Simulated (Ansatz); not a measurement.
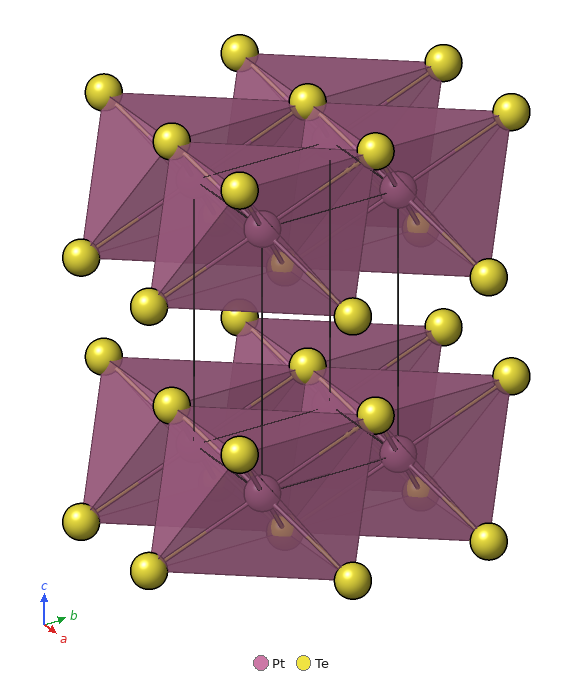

Shown here is a polyhedral view of the crystal, taken slightly off an axis. The parallelepiped is the conventional unit cell. Some atoms of the next cells are drawn as well.

Te2Pt, cadmium iodide (CdI₂, 1T) type, space group P-3m1 (No. 164), a = 4.038 Å, b = 4.038 Å, c = 5.311 Å, α = 90.00°, β = 90.00°, γ = 120.00°. The initial geometry was a structure type filled with these elements by a generator (whether the compound takes this form wasn't checked). Earlier steps of the study, as a rule a relaxation of our own, may have changed the cell and positions, so they can lie some per cent off the listed ones. An electronic-structure calculation with Ansatz was run on it.

This one geometry was computed with Ansatz (DFT, plane waves, PAW) at three levels of theory: PBE with spin-orbit coupling, r2SCAN and PBE.

Question: Which level gives the highest pressure at this volume, and what does that say about its equilibrium volume?

Answer: Highest: PBE with spin-orbit coupling (3.1 GPa) and PBE (3.0 GPa), which points to the largest equilibrium volume. Lowest, with the smallest volume: r2SCAN (1.4 GPa). Levels within 0.5 GPa of each other can't be told apart.

Question: How does the band gap change with the level of theory?

Answer: All levels give a metal.

Question: Collect the results in a table.

Answer:
| level | cutoff (eV) | k-mesh of the run's cell | gap (eV) | pressure (GPa) |
| --- | --- | --- | --- | --- |
| PBE with spin-orbit coupling | 420 | 12×12×6 | metal | 3.1 |
| r2SCAN | 500 | 12×12×6 | metal | 1.4 |
| PBE | 420 | 12×12×6 | metal | 3.0 |

Gaps are taken on the k-mesh or band path of each run.
